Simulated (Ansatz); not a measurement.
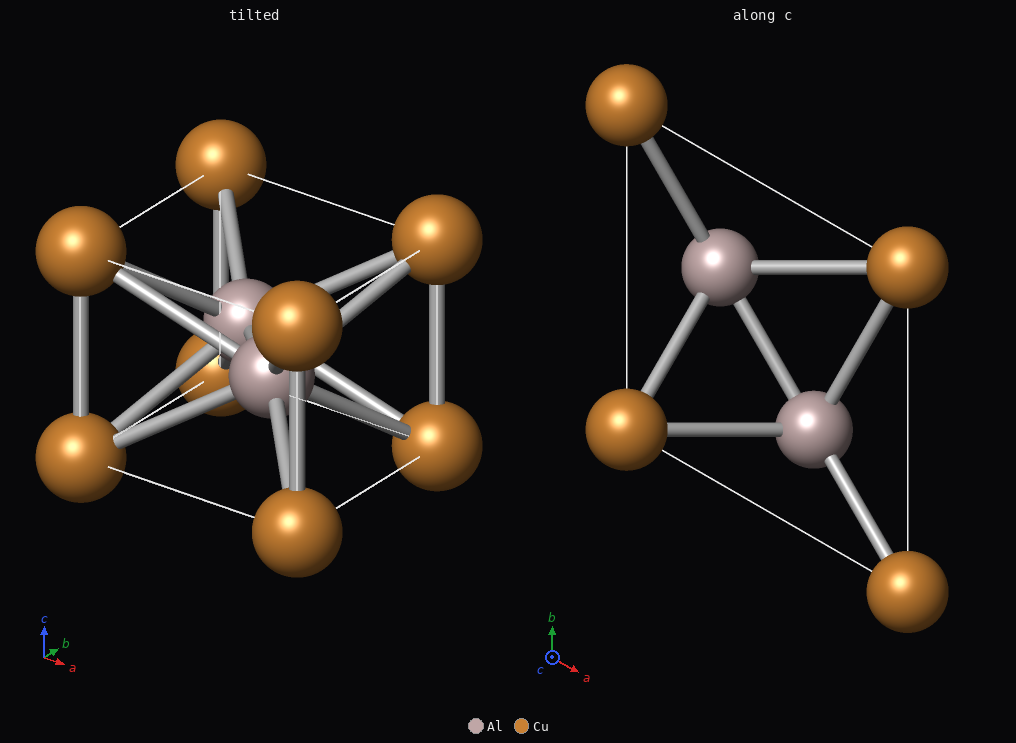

The image is a ball-and-stick drawing of a crystal, viewed slightly off an axis and along the c axis. The conventional unit cell is outlined; an atom on or near a face, edge or corner is repeated at each equivalent position.

The box has a = 4.449 Å, b = 4.449 Å, c = 2.648 Å, α = 90.00°, β = 90.00°, γ = 120.00°.

Find the formula by counting the atoms in the cell.

Al₂Cu. The cell holds 2 Al, 1 Cu, counting shared atoms by their share.

Identify the space group.

P6/mmm (No. 191), with Al on 2d and Cu on 1a.

Give the prototype.

AlB₂ type.

The structure comes from a textbook structure type filled with these elements (whether it is the usual form wasn't checked). The picture shows the end point of a geometry optimisation with DFT r2SCAN, scalar-relativistic, plane waves, PAW in Ansatz.
